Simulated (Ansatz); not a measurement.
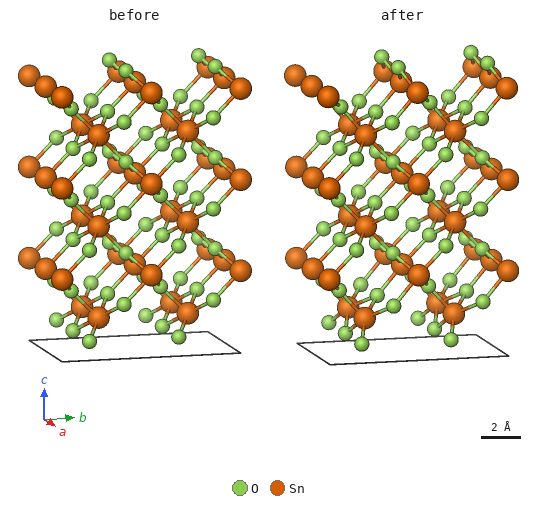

Left: a (1 0 0) slab of SnO₂ as cut from the relaxed bulk. Right: the same structure after one change, at the same scale. A ball-and-stick model of the 2 × 2 repeat of the cell, outlined in the plane, without the vacuum, seen slightly off an axis.

All numbers below come from DFT PBEsol, scalar-relativistic, plane waves, PAW in Ansatz. Settings: plane-wave cutoff 420 eV; occupations gaussian; no spin polarisation. The k-mesh is chosen for each cell (6×6×8, 8×6×1). Smearing widths differ between the runs.

The atoms of the slab are relaxed at the bulk's in-plane cell.

How do the computed properties respond?

The surface energy (mean of the two faces) falls from 1.57 to 1.28 J/m². The top spacing, between the O and Sn planes, goes from 0.92 to 1.05 Å (+13.8 %), the bottom one (O to Sn) from 0.92 to 1.05 Å (+13.8 %). The cell stays as it was. The largest moves relative to the layer's centre, 0.28 Å, are those of O atoms. Largest moves by element: O 0.28 Å, Sn 0.10 Å. Among the bonded contacts that change: O–Sn 2.069 → 2.009 to 2.134 Å.
